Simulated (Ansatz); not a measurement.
**Zn4SiN: what a guessed cell relaxes into**

The task: take a trial cell of Zn4SiN to zero force and stress.

Program: Ansatz 0.2.0. Level of theory: DFT PBE, scalar-relativistic, plane waves, PAW. These are calculated values, not measurements.

**1. Starting point**

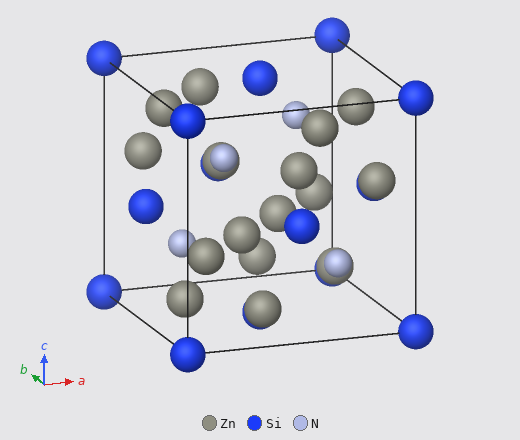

The starting structure, seen slightly off an axis (zinc grey, silicon blue, nitrogen light blue). Atoms on the faces are drawn again on the opposite ones. The cell drawn here is the conventional one.

Coordinates:

```cif
data_structure
_symmetry_space_group_name_H-M 'P 1'
_symmetry_Int_Tables_number 1
_cell_length_a 4.9346
_cell_length_b 4.9346
_cell_length_c 4.9346
_cell_angle_alpha 60.000
_cell_angle_beta 60.000
_cell_angle_gamma 60.000
_cell_volume 84.96
loop_
_atom_site_label
_atom_site_type_symbol
_atom_site_fract_x
_atom_site_fract_y
_atom_site_fract_z
_atom_site_occupancy
Zn1 Zn 0.62515 0.62515 0.12455 1
Zn2 Zn 0.62515 0.62515 0.62515 1
Zn3 Zn 0.12455 0.62515 0.62515 1
Zn4 Zn 0.62515 0.12455 0.62515 1
Si1 Si 0.00000 0.00000 0.00000 1
N1 N 0.25000 0.25000 0.25000 1
```

The cell is invented: species swapped into a database cell of YHoCo4 (F-43m, No. 216), with N on the Y sites, Si on the Ho sites and Zn on the Co sites. Lengths come from tabulated atomic sizes and are only a guess.

**2. Probe: one point on a coarse mesh**

Input file input.yaml:

```yaml
crystal:
  lattice:
    - [0.0, 3.48926162, 3.48926162]
    - [3.48926162, 0.0, 3.48926162]
    - [3.48926162, 3.48926162, 0.0]
  atoms:
    - { symbol: Zn, position: [0.62514974, 0.62514974, 0.12455079] }
    - { symbol: Zn, position: [0.62514974, 0.62514974, 0.62514974] }
    - { symbol: Zn, position: [0.12455079, 0.62514974, 0.62514974] }
    - { symbol: Zn, position: [0.62514974, 0.12455079, 0.62514974] }
    - { symbol: Si, position: [0.0, 0.0, 0.0] }
    - { symbol: "N", position: [0.25, 0.25, 0.25] }
basis:
  ecutwfc: 420
kpoints:
  mp_grid: { grid: [4, 4, 4] }
hamiltonian:
  xc: pbe
scf:
  occupations: { method: gaussian, width: 0.1 }
  lower_state_search: "off"
output:
  forces: true
  stress: true
  eigenvalues: true
```

The run is started by

```sh
$ ansatz run input.yaml --threads 1 --pin off --max-ram 2560MiB --backend cpu --events-out ev --progress --plain --runs-dir out
```

The log of the run:

```text
Warning: RAYON_NUM_THREADS=1 ignored (pool sized by the plan → 1); use --threads N
Engine: ansatz 0.2.0, x86_64-unknown-linux-gnu
Pseudopotentials: kind: paw
Pseudopotential: Zn, paw, valence charge 12, recommended cutoff 420 eV (normal), Zn.paw.azcp
Pseudopotential: Si, paw, valence charge 4, recommended cutoff 420 eV (normal), Si.paw.azcp
Pseudopotential: N, paw, valence charge 5, recommended cutoff 420 eV (normal), N.paw.azcp
Functional definition: PBE
  parameter kappa = 0.804
  parameter beta = 0.06672455060314922
  exchange = pbe_x(kappa = kappa, mu = beta*pi^2/3)
  correlation = pbe_c(beta = beta)
Crystal: 6 atoms, lattice volume = 84.963 Å³
Basis set: ecut = 420 eV, 1639 PW (Γ), exchange–correlation on 72×72×72 points (8 copies of the dense FFT grid, shifted against one another)
Bands: 35, of which v1, the nominal top of the filled ones, is band 29 counted from 1 (28 counted from 0)
Symmetry: 24 space group operations
Space group: F-43m (ITA 216), of the structure as read, at distance tolerance 4.4e-5 Å
k-points: 8 of 64 (time reversal used)
Non-local potential: Zn, projectors of the file, l = 0: 2, l = 1: 2, l = 2: 3, l = 3: 1
Non-local potential: Si, projectors of the file, l = 0: 2, l = 1: 2, l = 2: 2
Non-local potential: N, projectors of the file, l = 0: 2, l = 1: 2, l = 2: 1
PAW form: soft (Blöchl's): semilocal exchange-correlation on the pseudo side does not see the compensation charge
PAW one-centre angular grid: Zn, 590 points (default); XC on 64 Gauss nodes
PAW one-centre angular grid: Si, 110 points (default); XC on 64 Gauss nodes
PAW one-centre angular grid: N, 110 points (default); XC on 64 Gauss nodes
Initial density: superposition of atomic densities (neutral atoms: chi_scale 0, normalization atom), corrected by the library's trained network
Initial wavefunctions: pseudopotential atomic-orbital guess
Functional: x = pbe(κ = 0.804, μ = 0.2195149727645171), c = pbe(β = 0.06672455060314922)
SCF iter   1: F=—  HF=-14290.488456 eV  |F-HF|=—  |Δ(HF+E_count)|=         —  Δρ=9.06e-3  dr2=1.30e-1  ethr=1.77e-3  ⟨swp⟩=6.4  Hψ=1258  notcnv=0
preconditioner: auto → Resta (q_TF=auto, 2.553 Å⁻¹)  ε∞=10.5  [insulator: Δε(μ)=0.231 eV  Ē_g=9.863 eV  σ=0.100 eV  W_gap=0.58  n_scr=26 (ndim 8)  ℏωp=30.4 eV  f_vac=0.000  D(μ)=5.51/eV (n_scr^D=58)  ε∞_Penn≈10.5]
SCF iter   2: F=—  HF=-14290.479138 eV  |F-HF|=—  |Δ(HF+E_count)|=   9.32e-3  Δρ=4.00e-3  dr2=2.64e-2  ethr=2.27e-4  ⟨swp⟩=1.0  Hψ=344  notcnv=0
SCF iter   3: F=—  HF=-14290.476447 eV  |F-HF|=—  |Δ(HF+E_count)|=   2.69e-3  Δρ=8.19e-4  dr2=1.17e-3  ethr=4.63e-5  ⟨swp⟩=1.4  Hψ=278  notcnv=0
SCF iter   4: F=—  HF=-14290.476338 eV  |F-HF|=—  |Δ(HF+E_count)|=   1.09e-4  Δρ=3.00e-4  dr2=4.08e-5  ethr=2.05e-6  ⟨swp⟩=2.6  Hψ=491  notcnv=0
SCF iter   5: F=—  HF=-14290.476317 eV  |F-HF|=—  |Δ(HF+E_count)|=   2.10e-5  Δρ=7.33e-5  dr2=4.47e-6  ethr=7.16e-8  ⟨swp⟩=2.0  Hψ=491  notcnv=0
SCF iter   6: F=-14290.476318 eV  HF=-14290.476318 eV  |F-HF|=4.56e-8  |Δ(HF+E_count)|=   3.15e-7  Δρ=1.14e-5  dr2=6.78e-8  ethr=1.75e-10  ⟨swp⟩=6.6  Hψ=1412  notcnv=0
SCF 1 converged in 6 iterations: F = -14290.476318 eV  dr2 = 6.78e-8
SCF converged after 6 iterations
Free energy (F): -14290.476318 eV
Harris-Foulkes:  -14290.476318 eV  (|F-HF|=4.56e-8)
Internal energy: -14290.451103 eV  (E = F + TS)
E sigma→0 (E₀):  -14290.463710 eV
Entropy (-TS):   -0.025215 eV (-4.202 meV/atom)
Fermi energy:    10.218021 eV
--- Per-component energies (eV) ---
  E_band       = 178.214744
  E_kinetic    = 683.740865
  E_local      = -7206.487151  (includes V_loc(G=0)·N_el)
  E_nonlocal   = 2515.798203
  E_hartree    = 3050.261464
  E_xc         = -664.033002
  E_vxc        = -330.737748  (∫ρ·V_xc dr)
  E_paw        = -7936.217876  (= ΣΔE_a)
  E_vpaw       = -1584.615545  (= ΣTr[D̂ρ^β])
  E_aug_tail   = -0.001269  (compensation charges beyond the density's cutoff)
  E_ewald      = -4733.512335
  E_smearing   = -0.025215  (= −TS)
  E_closure    = 0.000000  (closes the sum)
  Σ components = -14290.476318   (vs F -14290.476318, Δ=0.00e0)
--- Forces (eV/Å), atoms counted from 1 ---
  atom   1  Zn     0.04781316     0.04781316    -0.04781316
  atom   2  Zn    -0.04781316    -0.04781316    -0.04781316
  atom   3  Zn    -0.04781316     0.04781316     0.04781316
  atom   4  Zn     0.04781316    -0.04781316     0.04781316
  atom   5  Si     0.00000000    -0.00000000     0.00000000
  atom   6  N     -0.00000000     0.00000000    -0.00000000
  max |Σ_I F_I| component: 2.68e-16 eV/Å
--- Stress (GPa, compression-positive) ---
        2.184236       0.000000      -0.000000
       -0.000000       2.184236       0.000000
        0.000000       0.000000       2.184236
  P = ⅓ Tr σ = 2.1842 GPa (21.842 kbar)
--- Band table (eV; the first three rows and the last of 8) ---
  k-point 0: bands = ["-3.1209", "-0.0517", "1.3387", "1.3387", "1.3387", "1.4552", "1.6873", "1.6873", "1.8743", "1.8743", "1.8743", "2.7068", "2.7068", "2.7068", "2.7540", "2.7540", "2.7584", "2.7584", "2.7584", "3.2336", "3.2336", "3.2336", "6.8573", "7.5918", "7.5918", "7.5918", "8.1484", "8.7139", "8.7139", "8.7139", "11.9356", "11.9356", "11.9356", "12.0023", "12.0023"]
  k-point 1: bands = ["-2.8703", "0.0653", "1.1516", "1.4264", "1.4617", "1.4617", "1.7672", "1.7672", "2.0049", "2.0049", "2.2193", "2.4804", "2.5764", "2.5764", "2.7025", "2.7170", "2.7170", "2.7470", "2.7470", "2.9617", "2.9617", "3.2336", "4.7214", "6.9001", "7.2935", "7.2935", "8.4911", "8.8627", "8.8627", "10.9635", "11.0645", "11.0645", "14.0279", "14.0279", "14.0833"]
  k-point 2: bands = ["-2.5807", "0.2570", "1.0088", "1.5674", "1.5674", "1.5799", "2.0358", "2.0544", "2.0544", "2.1873", "2.1873", "2.3173", "2.3173", "2.4384", "2.5163", "2.5163", "2.6982", "2.7248", "2.7248", "2.7615", "2.7615", "3.2335", "3.3993", "6.4457", "7.1280", "7.1280", "8.5359", "8.5359", "9.8364", "10.9038", "11.9331", "11.9331", "14.2988", "14.3798", "14.3798"]
  k-point 7: bands = ["-2.4632", "1.1036", "1.1379", "1.2182", "1.6882", "1.7163", "1.9496", "1.9733", "1.9947", "2.1374", "2.2220", "2.2957", "2.4208", "2.4691", "2.4911", "2.5088", "2.5257", "2.5811", "2.7466", "2.7706", "2.7823", "3.3100", "3.3170", "3.4926", "6.7302", "8.1779", "8.5728", "8.6095", "10.7192", "11.6471", "12.5780", "13.6407", "14.8453", "15.0510", "15.3249"]
```

It took 1.3 s on 1 thread of Intel Xeon 6975P-C (Granite Rapids), shared host; peak memory 0.36 GiB.

Read-out: pressure 2.2 GPa, largest force 0.08 eV/Å, gap on this mesh none (metal). The coarse relaxation is skipped.

**3. Spin check on a coarse mesh**

Edit input.yaml of step 2 so:

```diff
@@ -11,3 +11,3 @@
     - { symbol: Si, position: [0.0, 0.0, 0.0] }
-    - { symbol: "N", position: [0.25, 0.25, 0.25] }
+    - { symbol: "N", position: [0.25, 0.25, 0.25], spin: 1.0 }
 basis:
@@ -25 +25,4 @@
   eigenvalues: true
+  populations: true
+magnetization:
+  spin_polarized: true
```

The run is started by

```sh
$ ansatz run input.yaml --threads 1 --pin off --max-ram 2560MiB --backend cpu --events-out ev --progress --plain --runs-dir out
```

The log of the run:

```text
[... 46 lines left out ...]
SCF 1 converged in 13 iterations: F = -14290.587301 eV  dr2 = 8.83e-10
SCF converged after 13 iterations
Magnetization: 1.1244 μB (29.0622 up, 27.9378 down)
Absolute magnetization: 1.3658 μB (∫|ρ↑−ρ↓|, with the PAW one-centre terms)
Spin contamination: 0.0921 ħ² per cell (⟨S²⟩ above its minimum at these occupations)
Per-site moments (μB) at R_I (Å): [(-0.003189444476758257, 1.0165340614529579), (-0.0031894444767585376, 1.0165340614529579), (-0.003189444476758235, 1.0165340614529579), (-0.003189444476758263, 1.0165340614529579), (0.0344345735576707, 1.193291707986001), (1.1187462816961409, 1.1935516351274251)]
Free energy (F): -14290.587301 eV
Harris-Foulkes:  -14290.587301 eV  (|F-HF|=8.91e-11)
Internal energy: -14290.576101 eV  (E = F + TS)
E sigma→0 (E₀):  -14290.581701 eV
Entropy (-TS):   -0.011200 eV (-1.867 meV/atom)
Fermi energy:    10.405040 eV
--- Per-component energies (eV) ---
  E_band       = 178.881650
  E_kinetic    = 684.732017
  E_local      = -7207.875289  (includes V_loc(G=0)·N_el)
  E_nonlocal   = 2515.660850
  E_hartree    = 3051.034533
  E_xc         = -664.501861
  E_vxc        = -331.351334  (∫ρ·V_xc dr)
  E_paw        = -7936.112748  (= ΣΔE_a)
  E_vpaw       = -1584.351462  (= ΣTr[D̂ρ^β])
  E_aug_tail   = -0.001268  (compensation charges beyond the density's cutoff)
  E_ewald      = -4733.512335
  E_smearing   = -0.011200  (= −TS)
  E_closure    = -0.000000  (closes the sum)
  Σ components = -14290.587301   (vs F -14290.587301, Δ=0.00e0)
--- Forces (eV/Å), atoms counted from 1 ---
  atom   1  Zn     0.05397652     0.05397652    -0.05397652
  atom   2  Zn    -0.05397652    -0.05397652    -0.05397652
  atom   3  Zn    -0.05397652     0.05397652     0.05397652
  atom   4  Zn     0.05397652    -0.05397652     0.05397652
  atom   5  Si     0.00000000     0.00000000    -0.00000000
  atom   6  N     -0.00000000     0.00000000     0.00000000
  max |Σ_I F_I| component: 6.01e-17 eV/Å
--- Stress (GPa, compression-positive) ---
        3.152936       0.000000      -0.000000
        0.000000       3.152936       0.000000
       -0.000000       0.000000       3.152936
  P = ⅓ Tr σ = 3.1529 GPa (31.529 kbar)
--- Band table (eV; the first three rows and the last of 16) ---
  k-point 0 ↑: bands = ["-3.7119", "-0.1468", "1.3343", "1.3671", "1.3671", "1.3671", "1.7168", "1.7168", "1.8908", "1.8908", "1.8908", "2.7290", "2.7290", "2.7290", "2.7765", "2.7765", "2.7854", "2.7854", "2.7854", "3.2613", "3.2613", "3.2613", "6.8741", "7.2511", "7.2511", "7.2511", "8.1840", "8.5349", "8.5349", "8.5349", "11.8684", "11.8684", "11.8684", "12.0296", "12.0296"]
  k-point 1 ↑: bands = ["-3.5280", "0.0044", "1.1287", "1.4474", "1.4903", "1.4903", "1.7955", "1.7955", "2.0236", "2.0236", "2.1956", "2.5049", "2.5980", "2.5980", "2.7248", "2.7391", "2.7391", "2.7738", "2.7738", "2.9894", "2.9894", "3.2613", "4.6875", "6.9221", "6.9875", "6.9875", "8.1292", "8.6823", "8.6823", "10.6837", "11.0263", "11.0263", "13.8530", "13.8530", "14.0256"]
  k-point 2 ↑: bands = ["-3.3287", "0.2751", "1.0107", "1.5972", "1.5972", "1.6043", "2.0647", "2.0773", "2.0773", "2.2156", "2.2156", "2.3345", "2.3345", "2.4490", "2.5421", "2.5421", "2.7205", "2.7502", "2.7502", "2.7861", "2.7861", "3.2612", "3.3338", "6.4620", "6.8118", "6.8118", "8.4617", "8.4617", "9.1879", "10.8502", "11.6393", "11.6393", "14.2701", "14.4058", "14.4058"]
  k-point 7 ↓: bands = ["-1.6906", "1.1445", "1.1685", "1.2599", "1.7165", "1.7424", "1.9810", "1.9997", "2.0245", "2.1676", "2.2483", "2.3205", "2.4525", "2.4929", "2.5183", "2.5348", "2.5532", "2.6139", "2.7891", "2.7994", "2.8121", "3.3484", "3.3499", "3.5341", "6.8176", "8.5689", "8.7242", "8.9310", "11.3402", "12.0909", "12.9077", "13.6689", "14.8752", "15.0536", "15.3907"]
--- Löwdin populations: 6 sites ---
  site symbol       q [e]    m [muB]
     0     Zn     11.1189    -0.0075
     1     Zn     11.1189    -0.0075
     2     Zn     11.1189    -0.0075
     3     Zn     11.1189    -0.0075
     4     Si      5.1603     0.0657
     5      N      5.9682     1.1809
  spilling = 0.024489 (of n_electrons = 57.000000)
```

Wall time 3.9 s (1 thread of Intel Xeon 6975P-C (Granite Rapids), shared host); peak memory 0.37 GiB.

Site by site:

```tsv
atom	moment in the atom's sphere (μB)	Löwdin electrons
Zn1	0.00	11.12
Zn2	0.00	11.12
Zn3	0.00	11.12
Zn4	0.00	11.12
Si5	0.03	5.16
N6	1.12	5.97
```

The Löwdin counts miss 1.40 of the 57 electrons, which the atomic orbitals do not span, so they are no charges.

The same cell is solved with trial moments on N. The largest site moment that stays is 1.12 μB and the cell's total 1.12 μB. The workflow keeps spin only above 0.25 μB on a site, so spin is kept from here on.

[end of part 1 of 2]
